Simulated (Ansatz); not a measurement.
Given this structure, the input geometry of an electronic-structure calculation (not necessarily at equilibrium); the starting structure was generated, so it need not be a known form of this composition, written in its standard cell:

```yaml
crystal:
  lattice:
    - [3.01606, 0.00000, 0.00000]
    - [0.00000, 3.01606, 0.00000]
    - [0.00000, 0.00000, 3.01606]
  atoms:
    - { symbol: Rh, position: [0.00000, 0.00000, 0.00000] }
    - { symbol: Rh, position: [0.50000, 0.50000, 0.50000] }
```

Question: What does the kinematic electron diffraction pattern along [001] look like at 80 kV (B = 0.8 Å²)?

Answer: The spots form a square net with both shortest vectors at d = 2.13 Å, 90.0° apart. They are 1 -1 0 and 1 1 0. The pattern has symmetry 4mm. The lattice centring (I) removes all reflections that break h + k + l = 2n.

Strongest reflections with d > 0.80 Å, one of each family (|F|² from tabulated Gaussian fits of the electron scattering factors, times a small damping for the curvature of the Ewald sphere):

```json
{"hkl": "1 1 0", "d (Å)": "2.133", "I (strongest = 100)": "100"}
{"hkl": "2 0 0", "d (Å)": "1.508", "I (strongest = 100)": "48"}
{"hkl": "2 2 0", "d (Å)": "1.066", "I (strongest = 100)": "17"}
{"hkl": "3 1 0", "d (Å)": "0.954", "I (strongest = 100)": "12"}
```

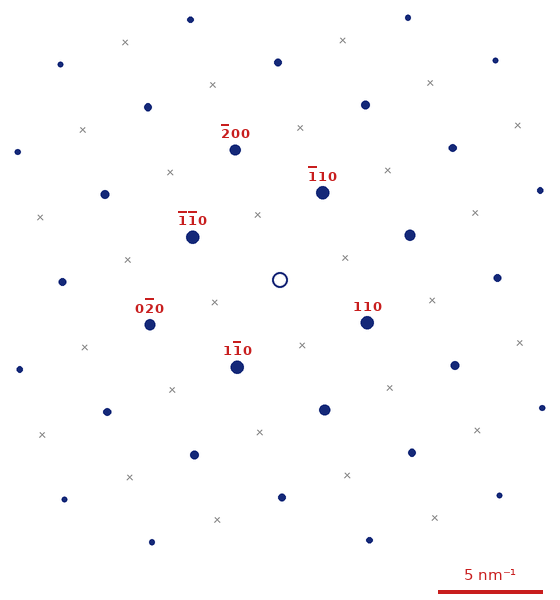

Calculated pattern, seen from the source side with [001] pointing towards the source; crosses mark the places of extinct reflections.
